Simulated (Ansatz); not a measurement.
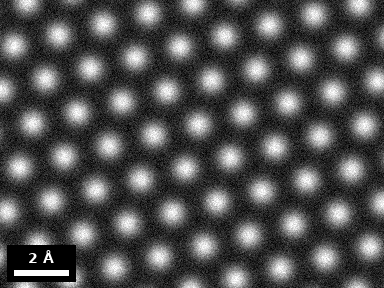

HRTEM-like image of Ti (Fm-3m, No. 225). Simulated in the weak-phase-object approximation with neutral-atom potentials: 300 kV, Cs = −13 µm, defocus +61 Å (negative is underfocus), defocus spread 15 Å, aperture 1.52 1/Å. Shot noise was added. Structure used: the input geometry of an electronic-structure calculation (not necessarily at equilibrium); the starting structure was generated, so it need not be a known form of this composition.

```yaml
crystal:
  lattice:
    - [4.11003, 0.00000, 0.00000]
    - [0.00000, 4.11003, 0.00000]
    - [0.00000, 0.00000, 4.11003]
  atoms:
    - { symbol: Ti, position: [0.00000, 0.00000, 0.00000] }
    - { symbol: Ti, position: [0.00000, 0.50000, 0.50000] }
    - { symbol: Ti, position: [0.50000, 0.00000, 0.50000] }
    - { symbol: Ti, position: [0.50000, 0.50000, 0.00000] }
```

Q: Along which zone axis is the crystal seen: [110], [111], [221] or [211]? (Directions equivalent by symmetry count as one.)

A: [111]. The projected cells are 2.52 × 2.52 Å, 109° for [110]; 1.68 × 1.68 Å, 120° for [111]; 0.97 × 1.53 Å, 108° for [221]; 1.45 × 2.37 Å, 90° for [211], and the image repeats as the [111] one does.
